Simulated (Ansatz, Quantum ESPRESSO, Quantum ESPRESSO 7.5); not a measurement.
# Tuning the work function of Co(0001)

Wanted: work-function changes of Co(0001) along a row of adsorbates.

Program: Quantum ESPRESSO 7.5. Level of theory: plane-wave DFT, PBE, GBRV ultrasoft pseudopotentials (geometry by Ansatz 0.2.0 with PAW datasets; geometry under PBE). Results are calculated unless marked as measured.

**Measured values to reproduce.**

“Anisotropic work function of elemental crystals” (2019, arxiv:1902.07811) quotes from earlier work for Co (polycrystalline sample, no single face): work function, loosely compared (polycrystalline sample, no single face) 5 eV.

This is a report of a sequence of runs, with most program output left out.

### Step 1. Set-up

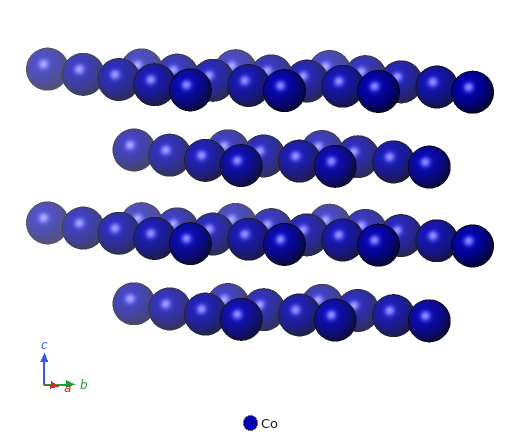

Start, viewed from the side, with the c axis up; cobalt blue. 4×3×1 cells are drawn. Some periodic images of atoms are drawn too.

The cell holds 4 atoms: 4 Co. Cell: a = 2.510 Å, b = 2.510 Å, c = 22.107 Å, α = 90.0°, β = 90.0°, γ = 60.0°. It derives from Co. Vacuum lies along c.

Coordinates:

```cif
data_structure
_symmetry_space_group_name_H-M 'P 1'
_symmetry_Int_Tables_number 1
_cell_length_a 2.5100
_cell_length_b 2.5100
_cell_length_c 22.1068
_cell_angle_alpha 90.000
_cell_angle_beta 90.000
_cell_angle_gamma 60.000
_cell_volume 120.62
loop_
_atom_site_label
_atom_site_type_symbol
_atom_site_fract_x
_atom_site_fract_y
_atom_site_fract_z
_atom_site_occupancy
Co1 Co 0.66667 0.66667 0.36188 1
Co2 Co 0.00000 0.00000 0.45396 1
Co3 Co 0.66667 0.66667 0.54604 1
Co4 Co 0.00000 0.00000 0.63812 1
```

This is the clean slab. Each overlayer is one atom a surface cell, set on the fcc site and held there by symmetry.

### Step 2. Geometry from Ansatz, clean face

A relaxation in Ansatz fixes the structure of this slab for the runs on it.

Contents of input.yaml:

```yaml
crystal:
  lattice:
    - [2.51, 0.0, 0.0]
    - [1.255, 2.1737237635, 0.0]
    - [0.0, 0.0, 22.10683]
  atoms:
    - { symbol: Co, position: [0.6666666667, 0.6666666667, 0.3618791116], spin: 1.7 }
    - { symbol: Co, position: [0.0, 0.0, 0.4539597039], spin: 1.7 }
    - { symbol: Co, position: [0.6666666667, 0.6666666667, 0.5460402961], spin: 1.7 }
    - { symbol: Co, position: [0.0, 0.0, 0.6381208884], spin: 1.7 }
magnetization:
  spin_polarized: true
kpoints:
  mp_grid: { grid: [12, 12, 1] }
hamiltonian:
  xc: pbe
scf:
  occupations: { method: fermi_dirac, width: 0.1 }
  convergence: { dr2_threshold: 1.0e-08 }
efield:
  axis: 3
  dipole_correction: true
  ramp_position: 0.97
  ramp_width: 0.04
relax:
  f_tol: 0.01
  constraints: [{ sites: [0, 1] }]
output:
  write_potential: true
  write_density: true
  volumetric_format: npy
```

Launch:

```console
$ ansatz run input.yaml --threads 4 --pin off --max-ram 8192MiB --backend cpu --events-out ev --progress --plain --runs-dir out
```

The job ended after 34 s (4 threads of Arm Neoverse V1, shared host; peak memory 0.51 GiB; 2.1 min of CPU time).

Relaxation path:

```csv
step,energy less that of the first step (eV),largest force component (eV/Å)
1,0.0000,0.4887
2,-0.0156,0.3161
3,-0.0236,0.0612
4,-0.0238,0.0082
```

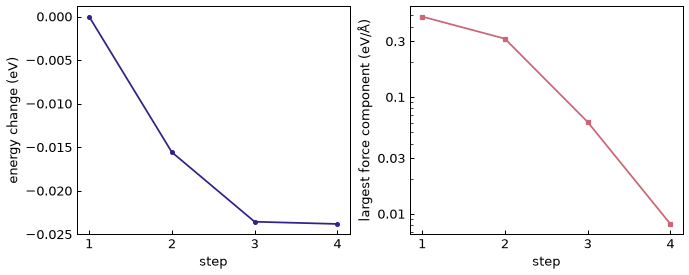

Energy and largest force along the relaxation.

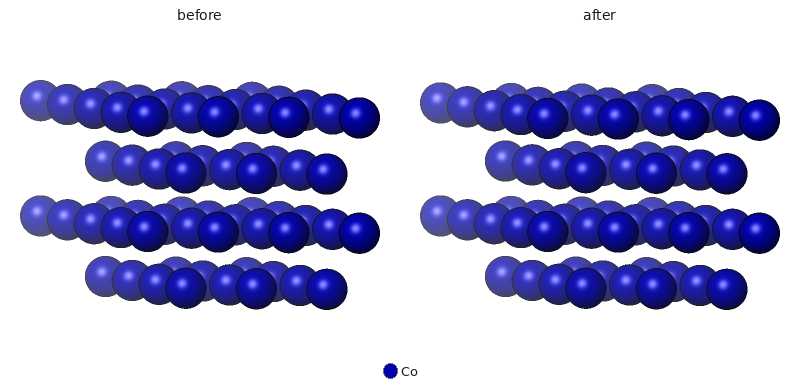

The structure before and after the relaxation, drawn at the same scale.

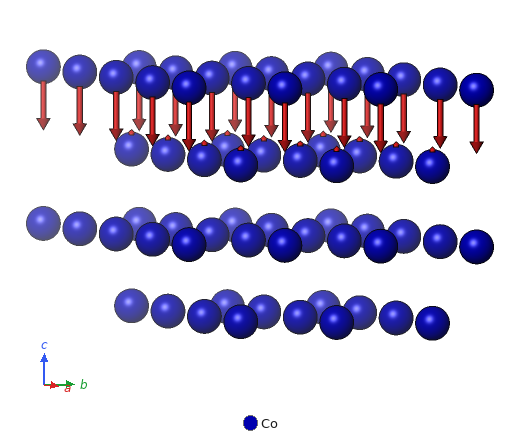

Displacements in the relaxation, exaggerated; the longest in the cell stands for 0.08 Å. 4×3×1 cells are drawn. Some periodic images of atoms are drawn too.

The atoms that moved most (Å):

```csv
atom,dx,dy,dz,length
Co4,0.000,0.000,-0.080,0.080
Co3,0.000,0.000,0.010,0.010
```

Final coordinates:

```xyz
4
Lattice="2.5100 0.0000 0.0000 1.2550 2.1737 0.0000 0.0000 0.0000 22.1068" Properties=species:S:1:pos:R:3
Co    2.5100    1.4491    8.0000
Co    0.0000    0.0000   10.0356
Co    2.5100    1.4491   12.0810
Co    0.0000    0.0000   14.0267
```

The relaxation lowers the energy by 6 meV an atom. Held were the atoms numbered 1 and 2; the forces quoted are those on the free ones.

Numbers from this step:

| Property | Result |
| --- | --- |
| free energy | -20503.1825 eV |
| energy at zero smearing | -20503.1176 eV |
| smearing term TS | 0.1297 eV |
| Fermi energy | 3.670 eV |
| magnetization | 6.837 μB |
| absolute magnetization | 7.504 μB |
| site moments | 1.820, 1.758, 1.742, 1.793 μB |
| symmetry operations | 6 |
| work function of the upper face | 4.925 eV |
| work function of the lower face | 4.989 eV |
| dipole along the normal | 0.001902 e·Å |

### Step 3. SCF with pw.x, clean face

Open boundaries by another road: assume_isolated = 'esm' with bc1, the slab centred on z = 0.

Level of this step: plane-wave DFT, PBE, GBRV ultrasoft pseudopotentials (Quantum ESPRESSO 7.5).

Contents of clean.esm.in:

```
&control
  prefix = 'clean.esm'
  outdir = './out'
  pseudo_dir = './pseudo'
  calculation = 'scf'
  tprnfor = .true.
/
&system
  ibrav = 0
  nat = 4
  ntyp = 1
  ecutwfc = 40
  ecutrho = 200
  occupations = 'smearing'
  smearing = 'mv'
  degauss = 0.02
  assume_isolated = 'esm'
  esm_bc = 'bc1'
  nspin = 2
  starting_magnetization(1) = 0.28
/
&electrons
  conv_thr = 1e-07
  mixing_beta = 0.4
  electron_maxstep = 120
  mixing_mode = 'local-TF'
/
ATOMIC_SPECIES
  Co  58.9332  co_pbe_v1.2.uspp.F.UPF
CELL_PARAMETERS angstrom
  2.51000000000061 0.00000000000000 0.00000000000000
  1.25500000000031 2.17372376349947 0.00000000000000
  0.00000000000000 0.00000000000000 22.10683000000000
ATOMIC_POSITIONS crystal
  Co  0.666666666667 0.666666666667 -0.136308788937
  Co  0.000000000000 0.000000000000 -0.044228196637
  Co  0.666666666667 0.666666666667 0.048297053584
  Co  -0.000000000000 0.000000000000 0.136308788937
K_POINTS automatic
  12 12 1 0 0 0
```

Launch:

```console
$ OMP_NUM_THREADS=1 mpirun -n 4 pw.x -nk 4 -in clean.esm.in > clean.esm.out
```

The job ended after 77 s (4 MPI ranks; peak memory 0.5 GiB).

This step gave:

```
free energy                                                    : -16243.1079 eV
Fermi energy                                                   : -4.990 eV
magnetization                                                  : 6.94 μB
absolute magnetization                                         : 7.71 μB
site moments                                                   : 1.860, 1.801, 1.780, 1.831 μB
vacuum line at the lower end of the cell, over the Fermi level : 5.013 eV
vacuum line at the upper end of the cell, over the Fermi level : 4.966 eV
```

The potential energy, planar mean oscillates, so the rows of the table below give means over windows of 1 Å about each position, cut where the curve ends. Its maxima inside the range that stand out by 2 % of the span (Å: eV): -2.0: -0.713, 0.0: -0.700, 2.1: -1.44. Its minima: -3.0: -26.6, -0.9: -26.4, 1.0: -26.6, 3.0: -26.6.

Electrostatic potential energy of an electron; zero at the Fermi level. Table of potential energy, planar mean by z; means over each step:

```csv
z (Å),"potential energy, planar mean (eV)"
-11,5.01
-10,5.01
-9,5.01
-8,5.01
-7,5.01
-6,4.98
-5,4.58
-4,-0.386
-3,-19.9
-2,-3.43
-1,-20.0
0,-3.47
1,-19.9
2,-4.66
3,-19.9
4,-0.388
5,4.54
6,4.93
7,4.96
8,4.97
9,4.97
10,4.97
```

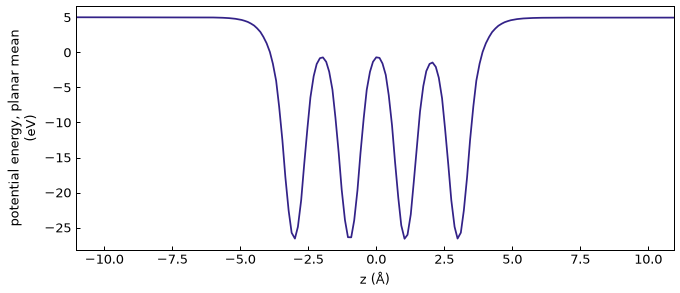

Potential energy, planar mean against z.

The vacuum levels are read from the outermost 0.7 Å of the cell on either side.

The run needed 27 iterations to bring the estimated error under 1e-07 Ry; the largest force on any atom, held or free, is 0.58 eV/Å. The cell keeps a moment of 6.9 μB.

Inside the slab this potential holds the local part of the pseudopotentials, which can be repulsive at the nuclei; only its value in the vacuum has a meaning of its own.

### Step 4. Projections on atomic orbitals, clean face

Projections on atomic orbitals tell which layers and orbitals hold the states near the zero of energy.

Contents of clean.pdos.in:

```
&projwfc
  prefix = 'clean.esm'
  outdir = './out'
  filpdos = 'clean.pdos'
  Emin = -12.99
  Emax = -0.99
  DeltaE = 0.1
  ngauss = 0
  degauss = 0.01
/
```

Launch:

```console
$ OMP_NUM_THREADS=1 mpirun -n 4 projwfc.x -in clean.pdos.in > clean.pdos.out
```

Run time: 1.6 s. Hardware: 4 MPI ranks; peak memory 0.09 GiB; 6.2 s of CPU time.

Numbers from this step:

* spilling of the projection: 0.0014

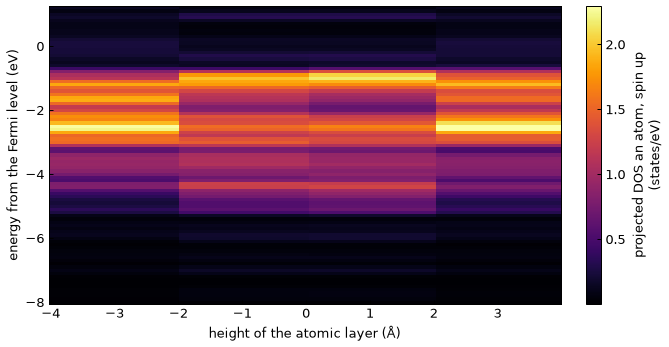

Projected DOS an atom, spin up over height of the atomic layer and energy from the Fermi level. Columns are the atomic layers from the bottom up.

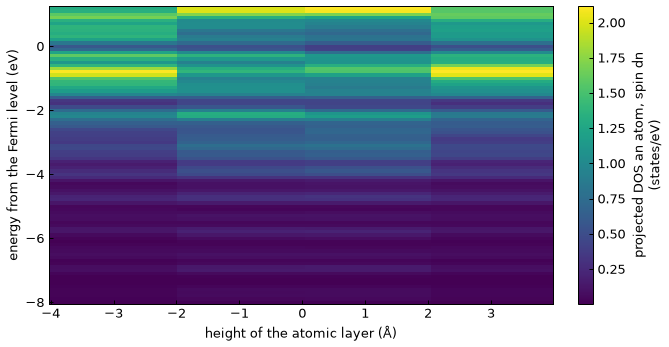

Projected DOS an atom, spin dn over height of the atomic layer and energy from the Fermi level. Columns are the atomic layers from the bottom up.

The atomic orbitals miss 0.1 % of the occupied states; for empty states the projections can miss much more.

### Step 5. Geometry from Ansatz, Li overlayer

Level of this step: plane-wave DFT, PBE, Ansatz PAW (Ansatz 0.2.0).

System of this step: Co(0001), 4 layers, one monolayer of Li on fcc sites. The cell holds 5 atoms: 4 Co and 1 Li. Its edges and angles: a = 2.510 Å, b = 2.510 Å, c = 25.107 Å, α = 90.0°, β = 90.0°, γ = 60.0°. It derives from Co. Vacuum lies along c.

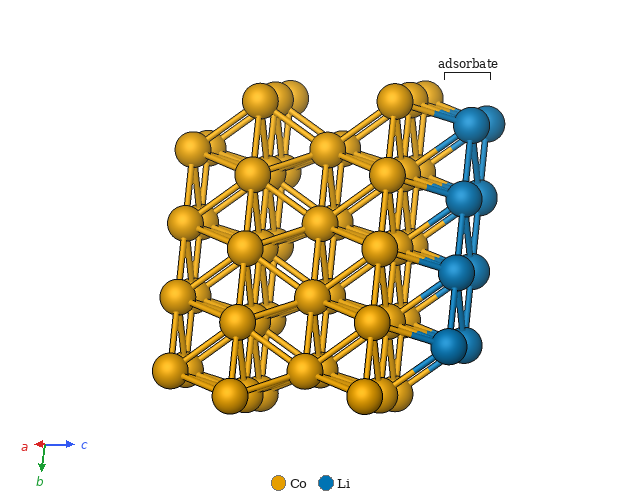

The cell of this step (cobalt orange, lithium blue). 2×4×1 cells are drawn. Some periodic images of atoms are drawn too.

input.yaml, the sections that differ from step 2:

```yaml
crystal:
  lattice:
    - [2.51, 0.0, 0.0]
    - [1.255, 2.1737237635, 0.0]
    - [0.0, 0.0, 25.10683]
  atoms:
    - { symbol: Co, position: [0.6666666667, 0.6666666667, 0.3305873342], spin: 1.7 }
    - { symbol: Co, position: [0.0, 0.0, 0.411665272], spin: 1.7 }
    - { symbol: Co, position: [0.6666666667, 0.6666666667, 0.4927432097], spin: 1.7 }
    - { symbol: Co, position: [0.0, 0.0, 0.5738211475], spin: 1.7 }
    - { symbol: Li, position: [0.3333333333, 0.3333333333, 0.6569077381] }
# magnetization, kpoints, hamiltonian, scf, efield, relax, output: as in step 2
```

Launch:

```console
$ ansatz run input.yaml --threads 4 --pin off --max-ram 8192MiB --backend cpu --events-out ev --progress --plain --runs-dir out
```

Wall time 45 s (4 threads); peak memory 0.56 GiB; 2.9 min of CPU time.

The steps of the relaxation:

```csv
step,energy less that of the first step (eV),largest force component (eV/Å)
1,0.0000,0.3534
2,-0.0069,0.2157
3,-0.0109,0.0296
4,-0.0110,0.0029
```

The atoms that moved most (Å):

```csv
atom,dx,dy,dz,length
Co4,0.000,0.000,-0.059,0.059
Li5,0.000,0.000,-0.040,0.040
```

Final coordinates:

```xyz
5
Lattice="2.5100 0.0000 0.0000 1.2550 2.1737 0.0000 0.0000 0.0000 25.1068" Properties=species:S:1:pos:R:3
Co    2.5100    1.4491    8.3000
Co    0.0000    0.0000   10.3356
Co    2.5100    1.4491   12.3755
Co    0.0000    0.0000   14.3480
Li    1.2550    0.7246   16.4527
```

The relaxation lowers the energy by 2 meV an atom. Held were the atoms numbered 1 and 2; the forces quoted are those on the free ones.

Numbers from this step:

- free energy: -20708.0377 eV
- energy at zero smearing: -20707.9600 eV
- smearing term TS: 0.1554 eV
- Fermi energy: 3.610 eV
- magnetization: 6.634 μB
- absolute magnetization: 7.357 μB
- site moments: 1.847, 1.776, 1.720, 1.608, -0.03230 μB
- work function of the upper face: 4.129 eV
- work function of the lower face: 4.983 eV
- dipole along the normal: 0.02574 e·Å

### Step 6. Ground state, Li overlayer

Level of this step: plane-wave DFT, PBE, GBRV ultrasoft pseudopotentials (Quantum ESPRESSO 7.5).

Contents of Li.esm.in:

```
&control
  prefix = 'Li.esm'
  outdir = './out'
  pseudo_dir = './pseudo'
  calculation = 'scf'
  tprnfor = .true.
/
&system
  ibrav = 0
  nat = 5
  ntyp = 2
  ecutwfc = 40
  ecutrho = 200
  occupations = 'smearing'
  smearing = 'mv'
  degauss = 0.02
  assume_isolated = 'esm'
  esm_bc = 'bc1'
  nspin = 2
  starting_magnetization(1) = 0.28
/
&electrons
  conv_thr = 1e-07
  mixing_beta = 0.4
  electron_maxstep = 120
  mixing_mode = 'local-TF'
/
ATOMIC_SPECIES
  Co  58.9332  co_pbe_v1.2.uspp.F.UPF
  Li  6.9400  li_pbe_v1.4.uspp.F.UPF
CELL_PARAMETERS angstrom
  2.51000000000061 0.00000000000000 0.00000000000000
  1.25500000000031 2.17372376349947 0.00000000000000
  0.00000000000000 0.00000000000000 25.10683000000000
ATOMIC_POSITIONS crystal
  Co  0.666666666667 0.666666666667 -0.162359266236
  Co  -0.000000000000 -0.000000000000 -0.081281328436
  Co  0.666666666667 0.666666666667 -0.000033211449
  Co  -0.000000000000 -0.000000000000 0.078532792219
  Li  0.333333333333 0.333333333333 0.162359266236
K_POINTS automatic
  12 12 1 0 0 0
```

Launch:

```console
$ OMP_NUM_THREADS=1 mpirun -n 4 pw.x -nk 4 -in Li.esm.in > Li.esm.out
```

Wall time 2.3 min (4 MPI ranks); peak memory 0.55 GiB.

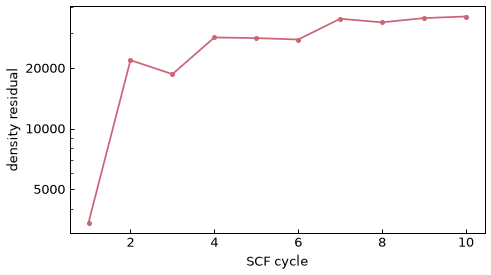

Residual by cycle in this run.

The program stopped the run after its cycles had begun.

After 10 cycles the residual stands at 36052.

The message: “c_bands (1): too many bands are not converged”. The message is a late symptom: the SCF loop had diverged, with an estimated accuracy of 3.61e+04 Ry in its last cycle.

### Step 7. Relaxation with Ansatz, Mg overlayer

Level of this step: plane-wave DFT, PBE, Ansatz PAW (Ansatz 0.2.0).

System of this step: Co(0001), 4 layers, one monolayer of Mg on fcc sites. The cell holds 5 atoms: 4 Co and 1 Mg. Cell: a = 2.510 Å, b = 2.510 Å, c = 25.107 Å, α = 90.0°, β = 90.0°, γ = 60.0°. It derives from Co. Vacuum lies along c.

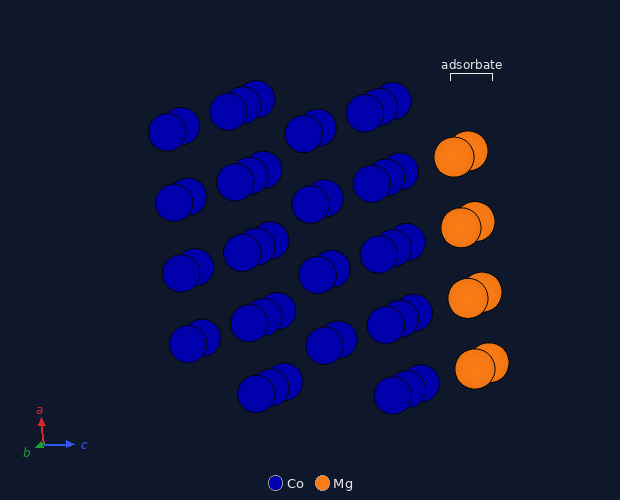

The cell of this step (cobalt blue, magnesium orange). 4×2×1 cells are drawn. Some periodic images of atoms are drawn too.

input.yaml is the input of step 5 with these lines changed:

```diff
@@ -10,3 +10,3 @@
     - { symbol: Co, position: [0.0, 0.0, 0.5738211475], spin: 1.7 }
-    - { symbol: Li, position: [0.3333333333, 0.3333333333, 0.6569077381] }
+    - { symbol: Mg, position: [0.3333333333, 0.3333333333, 0.6631400089] }
 magnetization:
```

Launch:

```console
$ ansatz run input.yaml --threads 4 --pin off --max-ram 8192MiB --backend cpu --events-out ev --progress --plain --runs-dir out
```

Run time: 49 s. Hardware: 4 threads; peak memory 0.57 GiB.

The steps of the relaxation:

```csv
step,energy less that of the first step (eV),largest force component (eV/Å)
1,0.0000,0.5369
2,-0.0126,0.3020
3,-0.0182,0.0212
4,-0.0183,0.0007
```

The atoms that moved most (Å):

```csv
atom,dx,dy,dz,length
Co4,0.000,0.000,-0.070,0.070
Mg5,0.000,0.000,-0.007,0.007
```

Final coordinates:

```xyz
5
Lattice="2.5100 0.0000 0.0000 1.2550 2.1737 0.0000 0.0000 0.0000 25.1068" Properties=species:S:1:pos:R:3
Co    2.5100    1.4491    8.3000
Co    0.0000    0.0000   10.3356
Co    2.5100    1.4491   12.3700
Co    0.0000    0.0000   14.3373
Mg    1.2550    0.7246   16.6426
```

The relaxation lowers the energy by 4 meV an atom. Held were the atoms numbered 1 and 2; the forces quoted are those on the free ones.

Read from the output:

| Item | Value |
| --- | --- |
| free energy | -22426.3667 eV |
| energy at zero smearing | -22426.2828 eV |
| smearing term TS | 0.1678 eV |
| Fermi energy | 4.418 eV |
| magnetization | 6.434 μB |
| absolute magnetization | 7.175 μB |
| site moments | 1.809, 1.746, 1.685, 1.519, -0.01856 μB |
| work function of the upper face | 4.153 eV |
| work function of the lower face | 4.962 eV |
| dipole along the normal | 0.02439 e·Å |

### Step 8. SCF with pw.x, Mg overlayer

Level of this step: plane-wave DFT, PBE, GBRV ultrasoft pseudopotentials (Quantum ESPRESSO 7.5).

Contents of Mg.esm.in:

```
&control
  prefix = 'Mg.esm'
  outdir = './out'
  pseudo_dir = './pseudo'
  calculation = 'scf'
  tprnfor = .true.
/
&system
  ibrav = 0
  nat = 5
  ntyp = 2
  ecutwfc = 40
  ecutrho = 200
  occupations = 'smearing'
  smearing = 'mv'
  degauss = 0.02
  assume_isolated = 'esm'
  esm_bc = 'bc1'
  nspin = 2
  starting_magnetization(1) = 0.28
/
&electrons
  conv_thr = 1e-07
  mixing_beta = 0.4
  electron_maxstep = 120
  mixing_mode = 'local-TF'
/
ATOMIC_SPECIES
  Co  58.9332  co_pbe_v1.2.uspp.F.UPF
  Mg  24.3050  mg_pbe_v1.4.uspp.F.UPF
CELL_PARAMETERS angstrom
  2.51000000000061 0.00000000000000 0.00000000000000
  1.25500000000031 2.17372376349947 0.00000000000000
  0.00000000000000 0.00000000000000 25.10683000000000
ATOMIC_POSITIONS crystal
  Co  0.666666666667 0.666666666667 -0.166141111612
  Co  -0.000000000000 -0.000000000000 -0.085063173812
  Co  0.666666666667 0.666666666667 -0.004035559748
  Co  -0.000000000000 -0.000000000000 0.074322515437
  Mg  0.333333333333 0.333333333333 0.166141111612
K_POINTS automatic
  12 12 1 0 0 0
```

Launch:

```console
$ OMP_NUM_THREADS=1 mpirun -n 4 pw.x -nk 4 -in Mg.esm.in > Mg.esm.out
```

Wall time 5.2 min (4 MPI ranks); peak memory 0.7 GiB.

This step gave:

| Item | Value |
| --- | --- |
| free energy | -17947.5799 eV |
| Fermi energy | -4.572 eV |
| magnetization | 6.62 μB |
| absolute magnetization | 7.44 μB |
| site moments | 1.854, 1.790, 1.743, 1.595, -0.0168 μB |
| vacuum line at the lower end of the cell, over the Fermi level | 4.993 eV |
| vacuum line at the upper end of the cell, over the Fermi level | 4.151 eV |

The potential energy, planar mean oscillates, so the rows of the table below give means over windows of 2.09 Å about each position, cut where the curve ends. Its maxima inside the range that stand out by 2 % of the span (Å: eV): -3.1: -0.679, -1.2: -0.770, 0.9: -1.28, 3.0: -0.0296. Its minima: -4.2: -26.6, -2.1: -26.5, -0.1: -26.6, 1.9: -26.6, 4.2: -18.9.

Electrostatic potential energy of an electron; zero at the Fermi level. Table of potential energy, planar mean by z; means over each step:

```csv
z (Å),"potential energy, planar mean (eV)"
-11.51,4.99
-9.42,4.99
-7.33,4.94
-5.24,-3.35
-3.15,-12.1
-1.06,-12.1
1.03,-12.9
3.12,-7.59
5.21,-3.44
7.30,4.07
9.39,4.15
11.48,4.15
```

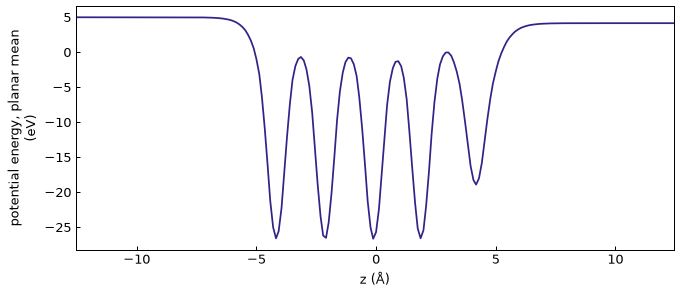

Potential energy, planar mean against z.

The covered face stands at 4.15 eV against 4.97 eV when clean.

Inside the slab this potential holds the local part of the pseudopotentials, which can be repulsive at the nuclei; only its value in the vacuum has a meaning of its own.

(Continued in part 2 of 2.)

[Logs are printed without paths, hosts, clocks, repeated set-up lines and the standing remarks that a program may print on its own settings, such as how far it seeks lower states.]

[Hosts, paths, dates, database ids (printed as entryN), source tags and the programs' standing remarks are cut or masked in the printed files.]

[Maps of the electrostatic potential energy from Ansatz leave out the sawtooth potential of an applied field or a dipole correction, so their vacuum need not be flat; planar profiles and work functions include it.]
